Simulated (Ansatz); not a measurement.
```xyz
7
Lattice="3.8297 0.0000 0.0000 0.0000 3.8297 0.0000 0.0000 0.0000 3.8297" Properties=species:S:1:pos:R:3 pbc="T T T"
Si    1.9148    1.9148    0.0000
Si    0.0000    1.9148    1.9148
Si    1.9148    0.0000    1.9148
N     1.9148    1.9148    1.9148
N     1.9148    0.0000    0.0000
N     0.0000    1.9148    0.0000
N     0.0000    0.0000    1.9148
```

Space group Pm-3m; a structure generated by program, which may or may not match a known phase.

Theory: DFT PBE, scalar-relativistic, plane waves, PAW in Ansatz.

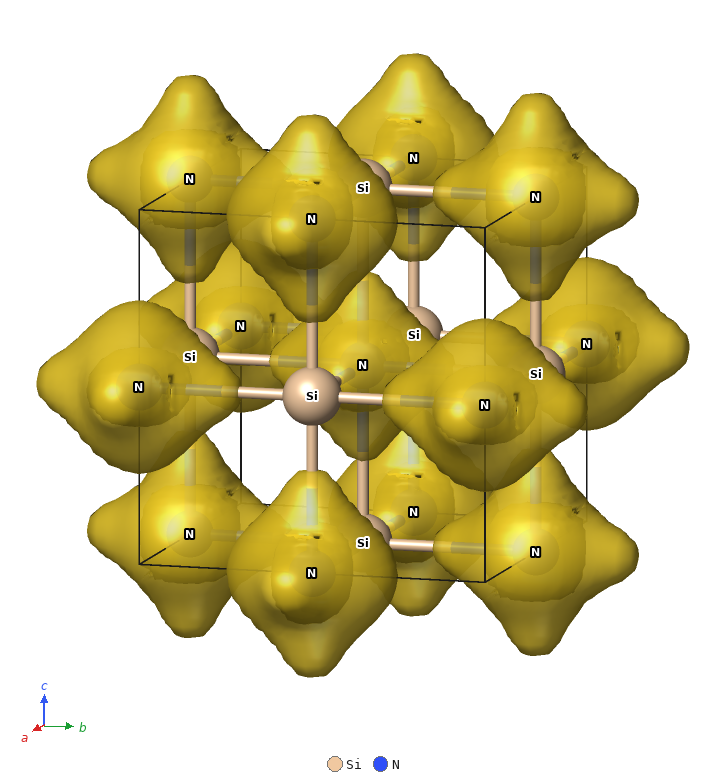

Si$_{3}$N$_{4}$. Isosurface of the ELF at 0.75 (yellow), seen slightly off an axis. Only the valence region is drawn (cores and ρ < 0.01 e/Å³ removed). Sticks mark near contacts.

**Where are the electrons localised?**

The surface consists of four regions on N in which the atom's valence shell and bonds are merged, counted in one cell of 7 atoms. Any copies at cell faces, edges or corners count once.

Values along the shortest contacts:
Si–N (1.91 Å): the ELF peaks at about 0.85 between the atoms.

**Does the calculation make it a metal, or give it a gap?**

It is gapless in this calculation (a metal or semimetal).
